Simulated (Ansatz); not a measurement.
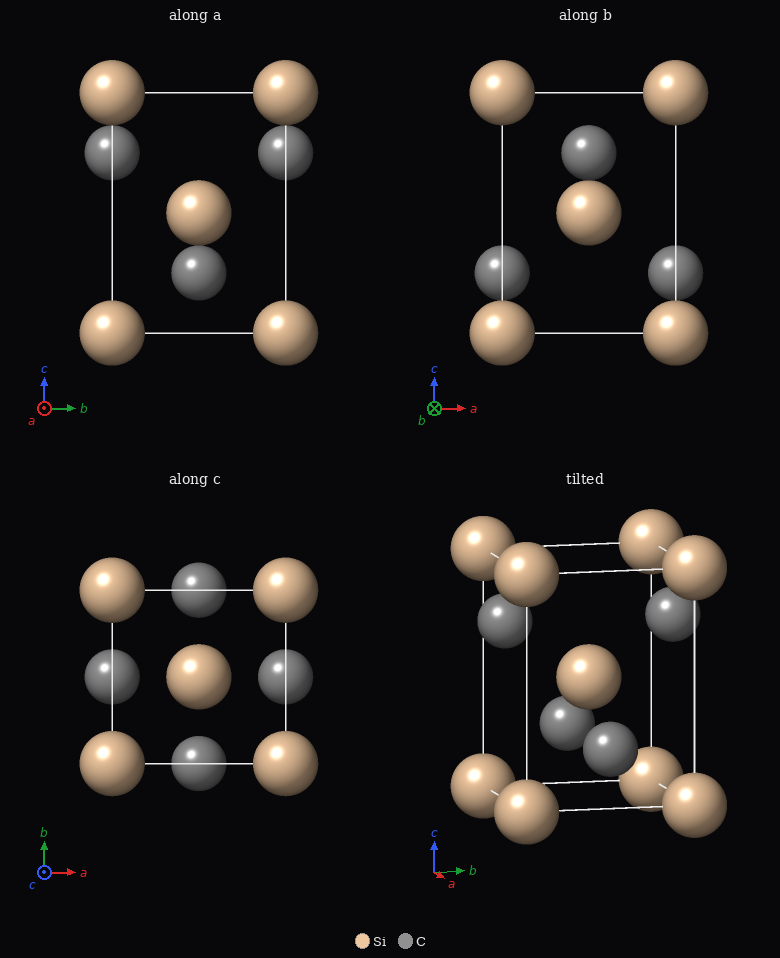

An orthographic spheres-only view of the structure, along the a axis, along the b axis, along the c axis and slightly off an axis. The conventional unit cell is outlined; an atom on or near a face, edge or corner is repeated at each equivalent position.

Lattice parameters: a = 3.0802 Å, b = 3.0802 Å, c = 4.2690 Å, α = 90.000°, β = 90.000°, γ = 90.000°.

**Reconstruct the structure as a CIF in P1 with every atom of the cell.**

```cif
data_structure
_symmetry_space_group_name_H-M 'P 1'
_symmetry_Int_Tables_number 1
_cell_length_a 3.0802
_cell_length_b 3.0802
_cell_length_c 4.2690
_cell_angle_alpha 90.000
_cell_angle_beta 90.000
_cell_angle_gamma 90.000
_cell_volume 40.50
loop_
_atom_site_label
_atom_site_type_symbol
_atom_site_fract_x
_atom_site_fract_y
_atom_site_fract_z
_atom_site_occupancy
Si1 Si 0.0000 0.0000 0.0000 1
C1 C 0.0000 0.5000 0.2500 1
Si2 Si 0.5000 0.5000 0.5000 1
C2 C 0.5000 0.0000 0.7500 1
```

Its origin is a structure type filled with these elements by a generator (whether the compound takes this form wasn't checked). The cell was then strained or its atoms displaced on purpose. A calculation with Ansatz used it as input.
